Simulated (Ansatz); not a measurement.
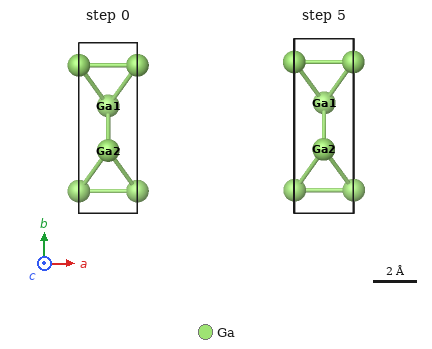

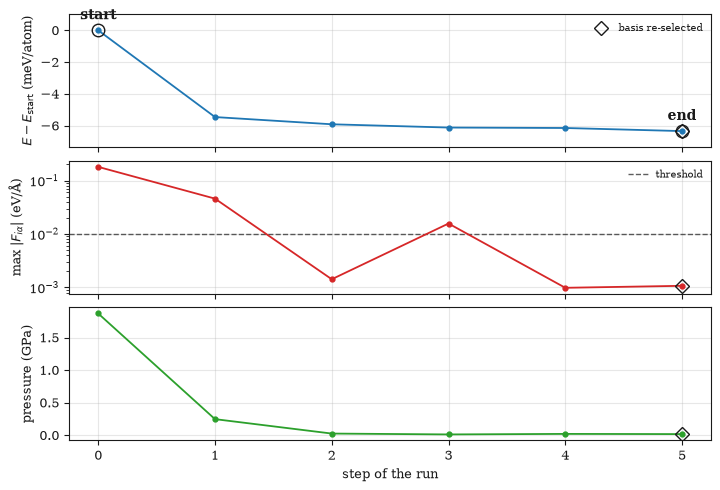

First and last geometry of a relaxation of solid Ga (set up in C2/c), with the history of the run. The picture is a ball-and-stick view of the conventional cell (2 times the calculation's cell), seen along the c axis. Lengths and directions refer to the drawn axes.

Phase: beta-Ga.

Computed with DFT, PBE, plane waves (420 eV) with PAW, scalar-relativistic (Ansatz). (plane-wave cutoff 420 eV; k-point mesh 12 × 12 × 10; occupations fermi dirac; smearing width 0.1 eV; no spin polarisation; cell and atoms relaxed; force threshold 0.01 eV/Å; at most 60 steps)

### Did the run converge, and what did it change?

It converged. The energy falls by 6.3 meV per atom in 4 accepted moves (5 points after the start). Largest force component: 0.18 eV/Å at the start, 0.0011 eV/Å at the end. The pressure goes from 1.87 to 0.02 GPa. The SCF was repeated once at an unchanged geometry on a basis and grid sized afresh for the cell, which shifted the energy by 0.2 meV per atom at most. The largest moves relative to the cell, 0.018 Å, are those of Ga1 and Ga2. Ga1 goes along +b. Cell: a 2.766 → 2.794 Å (+1.0 %), b 8.053 → 8.251 Å (+2.5 %), c 3.332 → 3.338 Å (+0.2 %), β 92.0° → 93.5°. Volume +3.6 %. Some distances before and after: Ga1–Ga2 2.688 → 2.759 Å, Ga1–Ga2 (another image) 2.920 → 2.956 Å, Ga1–Ga1 2.766 → 2.794 Å, Ga1–Ga2 (another image) 2.863 → 2.859 Å. The space group stays C2/c (No. 15). Cost: 110 s on 1 thread of Intel(R) Xeon(R) Platinum 8259CL CPU @ 2.50GHz (Skylake/Cascade Lake), with other jobs on the host, peak memory 0.7 GiB.
